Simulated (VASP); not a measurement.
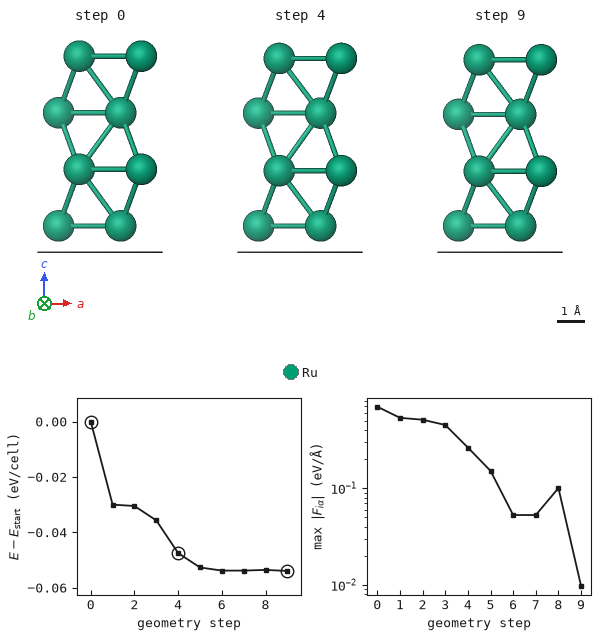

Frames of a relaxation of a slab of composition Ru, marked on the history of the run. The picture is a ball-and-stick view of the 2 × 2 repeat of the cell, outlined in the plane, without the vacuum, seen along the b axis.

The run lets the atoms move in a fixed cell. 1 atoms are held fixed.

These are results of VASP, Kohn-Sham DFT of a periodic cell, PBE, VASP PAW PBE potentials, recommended, not measurements.

Input
```
ALGO = Fast ; DIPOL = 0.5 0.5 0.500
EDIFF = 1E-6 ; EDIFFG = -0.02
ENCUT = 240 ; GGA = PE
IBRION = 2 ; IDIPOL = 3
ISIF = 2 ; ISMEAR = 1
KPAR = 2 ; LASPH = True
LCHARG = False ; LDIPOL = True
LREAL = False ; LWAVE = False
NELM = 120 ; NSW = 90
PREC = Accurate ; SIGMA = 0.1
```

Launched with:
```bash
cat potpaw_PBE.64/Ru_pv/POTCAR > POTCAR
mpirun -np 2 vasp_std > vasp.out
```

Describe the path.

After 9 geometry steps the energy has fallen by 53.9 meV per cell of the calculation. The largest force component goes from 0.7 to 0.0098 eV/Å. The atom that moves furthest is a Ru atom (0.14 Å along the normal (−c)). The lattice vectors keep their values. Among the contacts that change: Ru–Ru 2.661 → 2.601 Å, Ru–Ru 2.661 → 2.671 Å. It ran on 2 threads of Intel(R) Xeon(R) Platinum 8259CL CPU @ 2.50GHz (Skylake/Cascade Lake) (shared host). From step 0 to 4: a Ru atom moves most (0.09 Å), energy −47.5 meV per cell of the calculation. From step 4 to 9: Ru atoms move most (0.05 Å), energy −6.4 meV per cell of the calculation.

```tsv
step	E − E(0), meV/atom	largest force component, eV/Å
0	0.00	0.6965
1	-7.49	0.5346
2	-7.61	0.5108
3	-8.92	0.4510
4	-11.87	0.2634
5	-13.16	0.1513
6	-13.45	0.0529
7	-13.45	0.0528
8	-13.38	0.1003
9	-13.48	0.0098
```
